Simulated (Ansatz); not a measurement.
# G0W0 on several functionals: Nb2Sn2O7 (Fd-3m)

How much of the starting functional survives in the G0W0 gap of Nb2Sn2O7 (Fd-3m)?

Program: Ansatz 0.2.0. Level of theory: G0W0 on several functionals, plane waves, PAW. Results are calculated unless marked as measured.

In doubt: masses and optical values from hybrid runs of this build are listed as unsure (steps 3, 4), which bears on the screening that GW takes from such a start.

## Step 1: Starting point

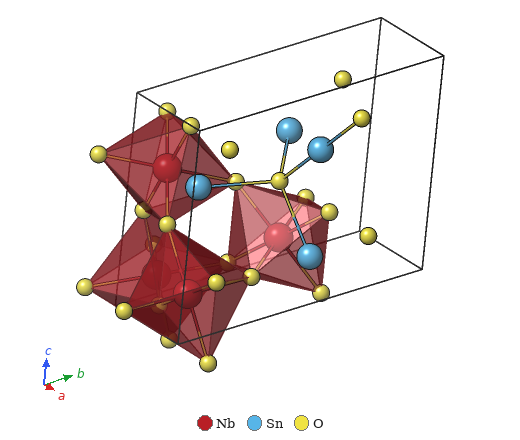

The starting structure, seen slightly off an axis (niobium red, tin blue, oxygen yellow). Bonds to atoms that aren't drawn are left out. Some periodic images of atoms are drawn too.

The cell and positions are those that the Materials Project relaxed with its own functionals (PBE, PBE+U or r2SCAN), kept fixed. The default PAW set here is soft_2. Its files were made with PBE.

## Step 2: G0W0 on LDA

G0W0 replaces the xc potential by the self-energy, built once from these orbitals. Only a window of levels is corrected, while the sums run over the empty bands that the input names.

This step: G0W0 on LDA, plane waves, PAW.

input.yaml reads:

```yaml
crystal:
  lattice:
    - [0.0, 5.380295, 5.380295]
    - [5.380295, 0.0, 5.380295]
    - [5.380295, 5.380295, 0.0]
  atoms:
    - { symbol: Nb, position: [0.125, 0.125, 0.125] }
    - { symbol: Nb, position: [0.625, 0.125, 0.125] }
    - { symbol: Nb, position: [0.125, 0.125, 0.625] }
    - { symbol: Nb, position: [0.125, 0.625, 0.125] }
    - { symbol: Sn, position: [0.625, 0.625, 0.125] }
    - { symbol: Sn, position: [0.625, 0.625, 0.625] }
    - { symbol: Sn, position: [0.125, 0.625, 0.625] }
    - { symbol: Sn, position: [0.625, 0.125, 0.625] }
    - { symbol: O, position: [0.061003, 0.438997, 0.061003] }
    - { symbol: O, position: [0.061003, 0.061003, 0.438997] }
    - { symbol: O, position: [0.811003, 0.188997, 0.811003] }
    - { symbol: O, position: [0.061003, 0.438997, 0.438997] }
    - { symbol: O, position: [0.188997, 0.811003, 0.188997] }
    - { symbol: O, position: [0.438997, 0.061003, 0.061003] }
    - { symbol: O, position: [0.188997, 0.188997, 0.811003] }
    - { symbol: O, position: [0.188997, 0.811003, 0.811003] }
    - { symbol: O, position: [0.75, 0.75, 0.75] }
    - { symbol: O, position: [0.811003, 0.188997, 0.188997] }
    - { symbol: O, position: [0.438997, 0.438997, 0.061003] }
    - { symbol: O, position: [0.811003, 0.811003, 0.188997] }
    - { symbol: O, position: [0.5, 0.5, 0.5] }
    - { symbol: O, position: [0.438997, 0.061003, 0.438997] }
kpoints:
  mp_grid: { grid: [2, 2, 2] }
hamiltonian:
  xc: lda
scf:
  occupations: { method: fixed }
gw:
  n_empty_bands: 432
  ecut_chi: 72
  qp_bands: [v4, c4]
  qp_kpoints: band_edges
  screening: { model: contour_deformation }
```

Run with:

```
ansatz run input.yaml --threads 24 --pin off --max-ram 82944MiB --backend cuda --events-out ev --progress --plain --runs-dir out --devices 1 --max-vram 78GiB
```

Numbers of over 12 decimals in the logs are rounded to 6 here.

Output:

```text
GPUs: using 1 of 1 available (devices: 1).
Engine: ansatz 0.2.0, aarch64-unknown-linux-gnu
Pseudopotentials: kind: paw
Pseudopotential: Nb, paw, valence charge 13, recommended cutoff 420 eV (normal), Nb.paw.azcp
Pseudopotential: Sn, paw, valence charge 14, recommended cutoff 420 eV (normal), Sn.paw.azcp
Pseudopotential: O, paw, valence charge 6, recommended cutoff 420 eV (normal), O.paw.azcp
Functional definition: SPW92
  exchange = slater_x
  correlation = pw_c
[...]
Crystal: 22 atoms, lattice volume = 311.493 Å³
Basis set: ecut = 420 eV, 6081 PW (Γ)
Bands: 118, of which v1, the nominal top of the filled ones, is band 96 counted from 1 (95 counted from 0)
Symmetry: 48 space group operations
Space group: Fd-3m (ITA 227), of the structure as read, at distance tolerance 6.8e-5 Å
k-points: 3 of 8
Non-local potential: Nb, projectors of the file, l = 0: 3, l = 1: 2, l = 2: 2, l = 3: 1
Non-local potential: Sn, projectors of the file, l = 0: 2, l = 1: 2, l = 2: 2, l = 3: 2
Non-local potential: O, projectors of the file, l = 0: 2, l = 1: 2, l = 2: 1
PAW form: soft (Blöchl's): semilocal exchange-correlation on the pseudo side does not see the compensation charge
PAW frozen core: Nb, regenerated for the run's functional, and the local potential with it (the file was generated under x = pbe(κ = 0.804, μ = 0.219515), c = pbe(β = 0.066725))
PAW frozen core: Sn, regenerated for the run's functional, and the local potential with it (the file was generated under x = pbe(κ = 0.804, μ = 0.219515), c = pbe(β = 0.066725))
PAW frozen core: O, regenerated for the run's functional, and the local potential with it (the file was generated under x = pbe(κ = 0.804, μ = 0.219515), c = pbe(β = 0.066725))
PAW one-centre angular grid: Nb, 590 points (default); XC on 64 Gauss nodes
PAW one-centre angular grid: Sn, 590 points (default); XC on 64 Gauss nodes
PAW one-centre angular grid: O, 110 points (default); XC on 64 Gauss nodes
Initial density: superposition of atomic densities (neutral atoms: chi_scale 0, normalization atom), corrected by the library's trained network
Initial wavefunctions: pseudopotential atomic-orbital guess
[...]
Functional: x = slater, c = lda
SCF iter   1: F=—  HF=-49073.054512 eV  |F-HF|=—  |Δ(HF+E_count)|=         —  Δρ=1.65e-2  dr2=8.18e-1  ethr=1.77e-3  ⟨swp⟩=4.7  Hψ=1103  notcnv=0  defer=53
preconditioner: auto → Resta (q_TF=auto, 2.517 Å⁻¹)  ε∞=4.9  [insulator: Δε(μ)=1.082 eV  Ē_g=13.402 eV  n_scr=64 (ndim 8)  ℏωp=26.6 eV  f_vac=0.037  ε∞_Penn≈4.9]
SCF iter   2: F=—  HF=-49072.869408 eV  |F-HF|=—  |Δ(HF+E_count)|=   1.85e-1  Δρ=6.65e-3  dr2=1.70e-1  ethr=4.26e-4  ⟨swp⟩=2.0  Hψ=562  notcnv=0  defer=59
SCF iter   3: F=—  HF=-49072.836978 eV  |F-HF|=—  |Δ(HF+E_count)|=   3.24e-2  Δρ=2.91e-3  dr2=3.44e-2  ethr=8.87e-5  ⟨swp⟩=2.0  Hψ=448  notcnv=0  defer=59
SCF iter   4: F=—  HF=-49072.827302 eV  |F-HF|=—  |Δ(HF+E_count)|=   9.68e-3  Δρ=1.19e-3  dr2=7.91e-3  ethr=1.79e-5  ⟨swp⟩=2.0  Hψ=432  notcnv=0  defer=60
SCF iter   5: F=—  HF=-49072.825244 eV  |F-HF|=—  |Δ(HF+E_count)|=   2.06e-3  Δρ=8.97e-4  dr2=2.22e-3  ethr=4.12e-6  ⟨swp⟩=2.0  Hψ=455  notcnv=0  defer=57
SCF iter   6: F=—  HF=-49072.824772 eV  |F-HF|=—  |Δ(HF+E_count)|=   4.72e-4  Δρ=1.51e-4  dr2=6.85e-5  ethr=1.16e-6  ⟨swp⟩=2.0  Hψ=451  notcnv=0  defer=50
SCF iter   7: F=—  HF=-49072.824777 eV  |F-HF|=—  |Δ(HF+E_count)|=   4.89e-6  Δρ=2.67e-5  dr2=2.23e-6  ethr=3.57e-8  ⟨swp⟩=2.0  Hψ=455  notcnv=0  defer=47
SCF iter   8: F=—  HF=-49072.824777 eV  |F-HF|=—  |Δ(HF+E_count)|=   6.20e-7  Δρ=6.81e-6  dr2=1.43e-7  ethr=1.16e-9  ⟨swp⟩=2.0  Hψ=547  notcnv=0  defer=47
SCF iter   9: F=-49072.824777 eV  HF=-49072.824777 eV  |F-HF|=1.13e-9  |Δ(HF+E_count)|=   4.69e-8  Δρ=1.80e-6  dr2=1.13e-8  ethr=5.21e-11  ⟨swp⟩=10.3  Hψ=1295  notcnv=0
SCF 1 converged in 9 iterations: F = -49072.824777 eV  dr2 = 1.13e-8
  greatest PAW one-centre occupation: 0.998 electrons in one spin orbital (limit 2), on the Nb atom at site 3 (counted from 0), in its partial waves of l = 0
[...]
NSCF: frozen V_eff on 3 k-points
[...]
SCF converged after 9 iterations
[...]
k-point 2: bands = ["-47.0132", "-47.0132", "-47.0089", "-47.0089", "-23.2685", "-23.2685", "-23.1968", "-23.1968", "-23.1912", "-23.1912", "-23.1894", "-23.1894", "-23.1836", "-23.1836", "-23.1049", "-23.1049", "-11.4532", "-11.4532", "-11.4516", "-11.4516", "-11.4453", "-11.4453", "-11.4403", "-11.4403", "-11.4337", "-11.4337", "-11.3449", "-11.3449", "-11.3358", "-11.3358", "-11.3240", "-11.3240", "-11.3197", "- [...]
--- G₀W₀: contour deformation, 7 samples at zero and on the imaginary axis and 1 off it, 8 q-points, 432 empty bands' worth ---
  eigenvalues of the whole cell's RPA ε∞ on this k-mesh (on a slab, of 1 + 4πα/V) = 14.5074, 14.5074, 14.5074; static W/v taken at q = 0 is 0.068930
  bands read: the sum over 528 bands ends inside a degenerate multiplet in 2 slots, whose members it reads at an even weight; the widest, k=0: bands 527 to 529 (counted from 1) at 2/3 each
  gw.qp_kpoints: band_edges: 3 of 3 stored k-points solved, in 1 pass; an edge of the gap read off the rows below is read off those points alone
  `?` marks the rows in doubt; gw_qp.tsv's column doubts and the gw_qp event give each row's grounds
    ik  band        ε_KS         Σx   Σc(E_QP)       V_xc       Z   E_QP_lin       E_QP  E_QP is
     0    93      6.8826   -25.9933     5.0219   -21.2032  0.6955     7.1134     7.1144  root
     0    94      9.1692   -21.9477     2.8915   -19.3245  0.7028     9.4345     9.4376  root
     0    95      9.1692   -21.9477     2.8915   -19.3245  0.7028     9.4345     9.4376  root
     0    96      9.1692   -21.9477     2.8915   -19.3245  0.7028     9.4345     9.4376  root
     0    97     10.2520   -14.0333    -5.1279   -20.1552  0.7127    11.4023    11.2461  root ?
     0    98     10.2520   -14.0333    -5.1279   -20.1552  0.7127    11.4023    11.2461  root ?
     0    99     10.5377   -14.0016    -5.4261   -20.4339  0.7066    11.7147    11.5440  root ?
     0   100     10.5377   -14.0016    -5.4261   -20.4339  0.7066    11.7147    11.5440  root ?
     1    93      7.8804   -22.0806     3.0305   -19.2950  0.7150     8.1264     8.1252  root
     1    94      8.3682   -20.9839     2.8059   -18.4051  0.6961     8.5952     8.5954  root
     1    95      9.3724   -21.7753     2.5416   -19.5699  0.7109     9.7046     9.7085  root
     1    96      9.3724   -21.7753     2.5416   -19.5699  0.7109     9.7046     9.7085  root
     1    97     10.4680   -13.7273    -5.0077   -19.7054  0.7075    11.5641    11.4384  root ?
     1    98     10.4680   -13.7273    -5.0077   -19.7054  0.7075    11.5641    11.4384  root ?
     1    99     10.4804   -13.4370    -5.1497   -19.5577  0.7071    11.5776    11.4514  root ?
     1   100     10.6167   -13.4820    -5.4717   -19.9492  0.7050    11.7612    11.6122  root ?
     2    93      8.1636   -21.3089     2.6802   -18.8857  0.7034     8.4185     8.4206  root
     2    94      8.1636   -21.3089     2.6802   -18.8857  0.7034     8.4185     8.4206  root
     2    95      9.3176   -21.1448     2.2750   -19.2176  0.7129     9.6614     9.6655  root
     2    96      9.3176   -21.1448     2.2750   -19.2176  0.7129     9.6614     9.6655  root
     2    97     10.4235   -13.1460    -5.1217   -19.2317  0.7109    11.5061    11.3874  root ?
     2    98     10.4235   -13.1460    -5.1217   -19.2317  0.7109    11.5061    11.3874  root ?
     2    99     10.6684   -13.7328    -5.2159   -19.9274  0.7005    11.7712    11.6471  root ?
     2   100     10.6684   -13.7328    -5.2159   -19.9274  0.7005    11.7712    11.6471  root ?
```

Wall time 2.8 s (1 × NVIDIA GB200 (shared by 2 runs) with 24 threads of Arm Neoverse V2, shared host); peak memory 1.6 GiB.

Numbers from this step:

- bands summed: 528
- RPA ε∞ on this mesh (eigenvalues): 14.51, 14.51, 14.51
- plane waves in the screening matrix: 411
- q-points in the mesh: 8
- G0W0 gap on the mesh: 1.538 eV
- k of the valence top: 0, 0, -0.5
- k of the conduction bottom: 0, 0, 0
- starting gap on the mesh: 0.8796 eV
- Z at the valence top: 0.7109
- Z at the conduction bottom: 0.7127
- least direct G0W0 gap on the computed points: 1.722 eV

The gap on the mesh goes from 0.88 eV to 1.54 eV, a correction of +0.66 eV. The program marks an edge row as in doubt. Between the two edge states, bare exchange in place of the xc potential would open the gap by 8.33 eV, and correlation takes back 7.67 eV.

## Step 3: G0W0 on HSE06

The same correction from a different start measures what one shot leaves open.

This step: G0W0 on HSE06, plane waves, PAW.

Changes to input.yaml since step 2:

```diff
@@ -31,3 +31,3 @@
 hamiltonian:
-  xc: lda
+  xc: hse06
 scf:
```

Output:

```text
GPUs: using 1 of 1 available (devices: 1).
[...]
davidson cushion auto → on  (no smearing: the cushion is to keep the highest requested band from converging to the state above it; pin scf.eigensolver.cushion to override)
[...]
Crystal: 22 atoms, lattice volume = 311.493 Å³
Basis set: ecut = 420 eV, 6081 PW (Γ)
Bands: 118, of which v1, the nominal top of the filled ones, is band 96 counted from 1 (95 counted from 0)
Symmetry: 48 space group operations
[...]
k-points: 3 of 8
[...]
SCF iter   1: F=—  HF=-50261.029771 eV  |F-HF|=—  |Δ(HF+E_count)|=         —  Δρ=6.53e-3  dr2=2.84e-1  ethr=1.77e-3  ⟨swp⟩=6.0  Hψ=1596  notcnv=0
[...]
SCF iter   2: F=—  HF=-50261.093417 eV  |F-HF|=—  |Δ(HF+E_count)|=   6.36e-2  Δρ=1.27e-2  dr2=7.22e-1  ethr=1.48e-4  ⟨swp⟩=5.0  Hψ=1038  notcnv=0
[...]
SCF iter   6: F=-50260.979213 eV  HF=-50260.979237 eV  |F-HF|=2.41e-5  |Δ(HF+E_count)|=   2.53e-5  Δρ=1.29e-4  dr2=4.20e-5  ethr=1.39e-7  ⟨swp⟩=3.0  Hψ=862  notcnv=0
SCF 1 stopped early in 6 iterations: F = -50260.979213 eV  dr2 = 4.20e-5
[...]
Exchange kernel: α = 0.2500, screened, ω = 0.2079 Å⁻¹, Wigner–Seitz truncation, v(0) = 1018.8295 eV·Å³, q-mesh 2×2×2, nearest image of the exchange supercell L = 15.22 Å, pair-density grid 32×32×32, without the augmentation charges, whose exchange is taken in its separable form by FFT convolution over the k-point mesh (sized by the pseudopotential files, 45×45×45 at the most), smooth part of the exact exchange by density-matrix convolution in up to 2.22 GiB of GPU memory as planned if the GPU has room (build and FFT work areas not counted)
Frozen-core exchange: fock
[...]
hybrid outer 1: dexx = +1.143e-1 eV, tail = 5.62e-4 eV
[...]
SCF 3 converged in 6 iterations: F = -50280.821104 eV  dr2 = 5.18e-9
[...]
hybrid outer 2: dexx = +1.006e-5 eV, tail = 2.78e-7 eV, Δε = 1.18e-2 eV (about 3.79e-4 eV left of the loop's levels)
[...]
guard bands above this table: 11 of the run's 118 bands. The solve was not asked for them (output.publish_guard_bands: true or output.eigenvalues: true publishes all)
[...]
0    93      6.1748   -25.7824     4.6882   -21.8485  0.7324     6.9203     6.9291  root
     0    94      9.1656   -21.4842     2.5679   -19.2749  0.7520     9.5214     9.5243  root
     0    95      9.1656   -21.4842     2.5679   -19.2749  0.7520     9.5214     9.5243  root
     0    96      9.1656   -21.4842     2.5679   -19.2749  0.7520     9.5214     9.5243  root
     0    97     10.8971   -13.5287    -4.7623   -18.8930  0.7546    11.5113    11.4991  root
     0    98     10.8971   -13.5287    -4.7623   -18.8930  0.7546    11.5113    11.4991  root
     0    99     11.2489   -13.5171    -4.9917   -19.1051  0.7496    11.8579    11.8452  root
     0   100     11.2489   -13.5171    -4.9917   -19.1051  0.7496    11.8579    11.8452  root
[...]
2    97     11.1184   -12.8010    -4.7602   -18.0950  0.7522    11.6623    11.6521  root
     2    98     11.1184   -12.8010    -4.7602   -18.0950  0.7522    11.6623    11.6521  root
     2    99     11.3987   -13.1965    -4.8872   -18.6314  0.7450    11.9583    11.9464  root
     2   100     11.3987   -13.1965    -4.8872   -18.6314  0.7450    11.9583    11.9464  root
```

The job ended after 16 s (1 × NVIDIA GB200 (shared by 2 runs) with 24 threads; peak memory 2.1 GiB; 97 s of CPU time).

Numbers from this step:

| Quantity | Value |
| --- | --- |
| bands summed | 528 |
| RPA ε∞ on this mesh (eigenvalues) | 8.092, 8.092, 8.092 |
| plane waves in the screening matrix | 411 |
| q-points in the mesh | 8 |
| G0W0 gap on the mesh | 1.711 eV |
| k of the valence top | 0, 0, -0.5 |
| k of the conduction bottom | 0, 0, 0 |
| starting gap on the mesh | 1.481 eV |
| Z at the valence top | 0.7574 |
| Z at the conduction bottom | 0.7546 |
| least direct G0W0 gap on the computed points | 1.917 eV |

Against the run with 2×2×2 mesh, 432 empty bands, screening to 72 eV on LDA, the gap moves by +0.17 eV, while the start moved by +0.60 eV.

## Step 4: G0W0 on PBE0

This step: G0W0 on PBE0, plane waves, PAW.

Changes to input.yaml since step 3:

```diff
@@ -31,3 +31,3 @@
 hamiltonian:
-  xc: hse06
+  xc: pbe0
 scf:
```

Output:

```text
GPUs: using 1 of 1 available (devices: 1).
[...]
Crystal: 22 atoms, lattice volume = 311.493 Å³
Basis set: ecut = 420 eV, 6081 PW (Γ)
Bands: 118, of which v1, the nominal top of the filled ones, is band 96 counted from 1 (95 counted from 0)
Symmetry: 48 space group operations
[...]
k-points: 3 of 8
[...]
0    98     11.2500   -13.5036    -4.5986   -18.4936  0.7791    11.6443    11.6414  root
     0    99     11.6058   -13.4974    -4.8139   -18.7022  0.7747    11.9997    11.9967  root
     0   100     11.6058   -13.4974    -4.8139   -18.7022  0.7747    11.9997    11.9967  root
[...]
2    97     11.4722   -12.7624    -4.5946   -17.6825  0.7780    11.7997    11.7977  root
     2    98     11.4722   -12.7624    -4.5946   -17.6825  0.7780    11.7997    11.7977  root
     2    99     11.7566   -13.1520    -4.7155   -18.2118  0.7721    12.1033    12.1009  root
     2   100     11.7566   -13.1520    -4.7155   -18.2118  0.7721    12.1033    12.1009  root
```

Wall time 17 s (1 × NVIDIA GB200 (shared by 2 runs) with 24 threads); peak memory 2 GiB.

Numbers from this step:

| Item | Value |
| --- | --- |
| bands summed | 528 |
| RPA ε∞ on this mesh (eigenvalues) | 6.696, 6.696, 6.696 |
| plane waves in the screening matrix | 411 |
| G0W0 gap on the mesh | 1.942 eV |
| k of the valence top | 0, 0, -0.5 |
| k of the conduction bottom | 0, 0, 0 |
| starting gap on the mesh | 2.188 eV |
| least direct G0W0 gap on the computed points | 2.149 eV |

Against the run with 2×2×2 mesh, 432 empty bands, screening to 72 eV on HSE06, the gap moves by +0.23 eV, while the start moved by +0.71 eV.

## Step 5: The starts together

All on the 2×2×2 mesh with 432 empty bands and screening to 72 eV. Times are wall times on 1 × NVIDIA GB200 (shared by 2 runs) with 24 threads of Arm Neoverse V2, shared host, good to a factor of about two.

```
start  starting gap (eV)  shift (eV)  G0W0 gap (eV)  RPA ε∞ (harmonic mean)  Z (valence, conduction)   time
  LDA               0.88       +0.66           1.54                   14.51               0.71, 0.71  2.8 s
HSE06               1.48       +0.23           1.71                    8.09               0.76, 0.75   16 s
 PBE0               2.19       −0.25           1.94                    6.70               0.78, 0.78   17 s
```

The parts of the quasiparticle energy at the two band edges (eV; QP = start + Σx + Σc − Vxc):

```
  run               edge  start      Σx     Σc     Vxc     Z     QP
  LDA        valence top   9.37  -21.78   2.54  -19.57  0.71   9.71
  LDA  conduction bottom  10.25  -14.03  -5.13  -20.16  0.71  11.25
HSE06        valence top   9.42  -21.40   2.31  -19.45  0.76   9.79
HSE06  conduction bottom  10.90  -13.53  -4.76  -18.89  0.75  11.50
 PBE0        valence top   9.06  -21.43   2.24  -19.83  0.78   9.70
 PBE0  conduction bottom  11.25  -13.50  -4.60  -18.49  0.78  11.64
```

For a hybrid start, Vxc holds its share of exact exchange.

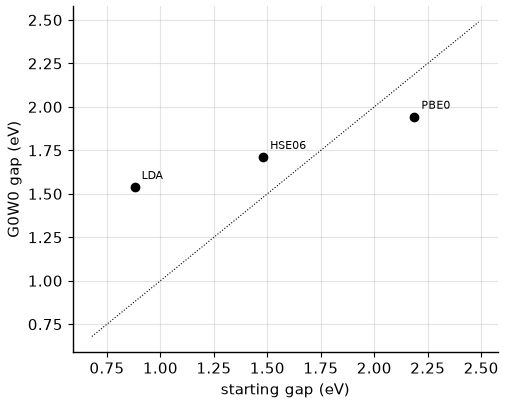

G0W0 gap against starting gap; on the dotted line the correction would vanish.

## Step 6: What came out

| Quantity | Value |
| --- | --- |
| G0W0@LDA | 1.54 eV (start 0.88 eV) |
| G0W0@HSE06 | 1.71 eV (start 1.48 eV) |
| G0W0@PBE0 | 1.94 eV (start 2.19 eV) |
| known limits | not at the basis limit; no spin-orbit coupling; coarse k mesh |

In words: The starting gaps span 1.31 eV and the G0W0 gaps 0.40 eV. Between LDA and PBE0, 0.40 eV of the 1.31 eV survives, 31 %. PBE0 screens less than LDA (ε∞ 6.70 against 14.51). Of the 0.40 eV by which its G0W0 gap is higher, the correlation part gives +0.83 eV, and exchange with the one-particle terms, which follow the orbitals, −0.43 eV. On PBE0 the correction is negative: that start lies above its own G0W0 value. The smallest correction, +0.23 eV, is on HSE06, the start nearest to reproducing itself, though another is as near within the errors. Bands and cutoff are finite, so the gap is not at the basis limit. The miss can reach some tenths of an eV and take either sign; the mesh is an error of its own. The 2×2×2 mesh is coarse for this cell (its supercell is 15 Å along the shortest edge). The RPA ε∞ on it, from the LDA start, is 14.51; such meshes misread the long-range screening, most where the gap is narrow. The program warns that the mesh is coarse for exact exchange, which bears on the hybrid start's gap. The many-body steps are scalar-relativistic: spin-orbit coupling is not in them. The program marks a band-edge row as in doubt, so the gap is less sure than its digits.

[Paths, hosts, dates, memory and timing lines, banners, echoed tables and standing remarks are left out of the program output.]

[Logs are printed without paths, hosts, clocks, repeated set-up lines and the standing remarks that a program may print on its own settings, such as how far it seeks lower states.]

[Runs of the session that timed out or met a known fault of the program may be left out.]

[Cells called generated may have been cut or substituted from an entry of the Crystallography Open Database or the Materials Project.]

[Hosts, paths, dates, database ids (printed as entryN), source tags and the programs' standing remarks are cut or masked in the printed files.]
